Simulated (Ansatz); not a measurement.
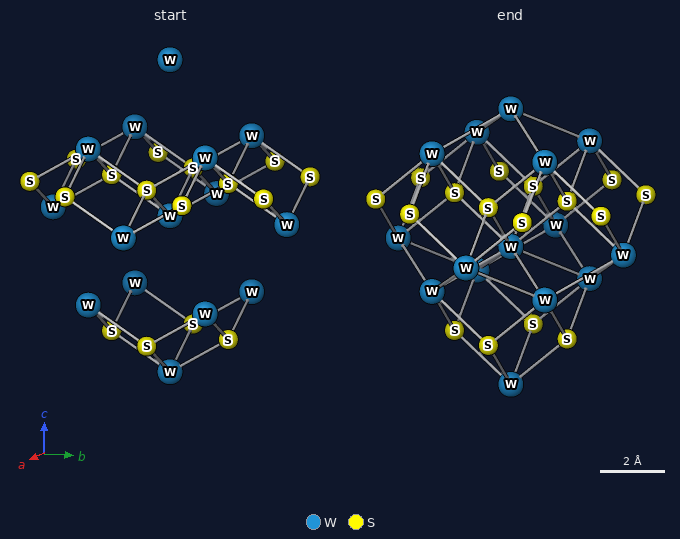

The structure of solid WS (built on the litharge_129 type) (coarse preliminary run) before (left) and after (right) a relaxation, at one scale.

The picture is a ball-and-stick view of the atoms within 5.0 Å of the atom that moves most (axes of the cell of the calculation), seen slightly off an axis.

Case: litharge type (P4/nmm, No. 129).

These are results of DFT PBE, scalar-relativistic, plane waves, PAW (Ansatz), not measurements. (plane-wave cutoff 420 eV; k-point mesh 4 × 4 × 4; occupations gaussian; smearing width 0.1 eV; no spin polarisation; cell and atoms relaxed; force threshold 0.04 eV/Å; at most 70 steps)

**What changed between the two?**

The largest moves relative to the cell, 0.55 Å, are those of W atoms. S stays in place. Cell: a = b 3.939 → 3.797 Å (−3.6 %), c 4.977 → 4.394 Å (−11.7 %). Volume −18.0 %. Among the contacts that change: W–W 3.835 → 2.952 Å, S–W 2.291 → 2.472 Å. New bonds form: W–W (3.84 → 2.95 Å). Bond angles that change, for instance: S–W–S 118.6° → 100.3°, W–S–W 118.6° → 100.3°, W–S–W 105.1° → 114.2°. The space group stays P4/nmm (No. 129). Over 4 accepted moves (5 points after the start) the energy falls by 585 meV per atom. Largest force component: 4 eV/Å at the start, 0.018 eV/Å at the end. Pressure: 10.19 GPa at the start and −0.15 GPa at the end. At 1 point the geometry stayed and the basis and grid were re-selected for the new cell (energy shift of 0.5 meV per atom at most each time). Cost: 7.3 s on 1 thread of Intel(R) Xeon(R) Platinum 8488C (Sapphire Rapids), with other jobs on the host, peak memory 0.41 GiB.

Limits of the set-up: the k-point mesh is coarse for a cell with partly filled bands.
